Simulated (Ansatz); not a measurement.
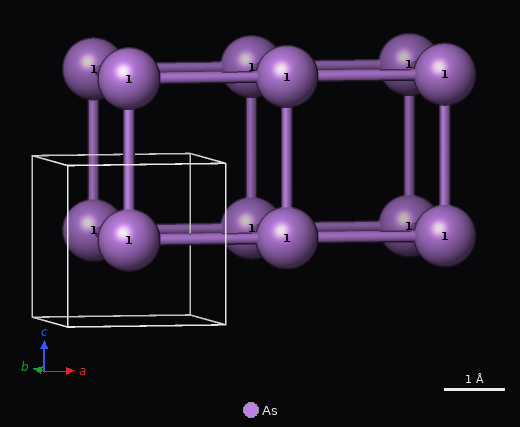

This is a symmetric starting cell of As. A ball-and-stick model of the cell of the calculation, repeated 3 × 2 × 2 with one cell outlined, seen from a free direction.

All numbers below come from DFT PBE, scalar-relativistic, plane waves, PAW (Ansatz 0.2.0). (plane-wave cutoff 420 eV; k-point mesh 16 × 16 × 16; occupations gaussian; smearing width 0.1 eV; no spin polarisation)

Change: All lengths are scaled by +3.3 % (volume +10.1 %), the atoms keeping their fractional coordinates. No relaxation follows. The starting cell wasn't computed here and needn't be at equilibrium, so pressure and forces aren't due to the change alone.

**What does the calculation give for the changed structure?**

The pressure is −4.7 GPa (not all of it need come from the change, since the unchanged cell can be under pressure at this level too). All forces vanish by symmetry. Near-neighbour distances before and after: As–As 2.704 → 2.792 Å. The space group stays Pm-3m (No. 221).

The changed structure in the same view:

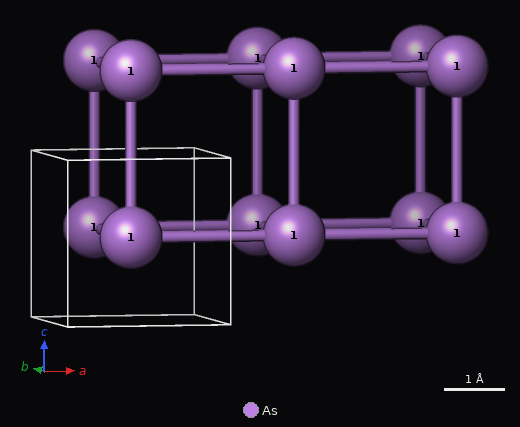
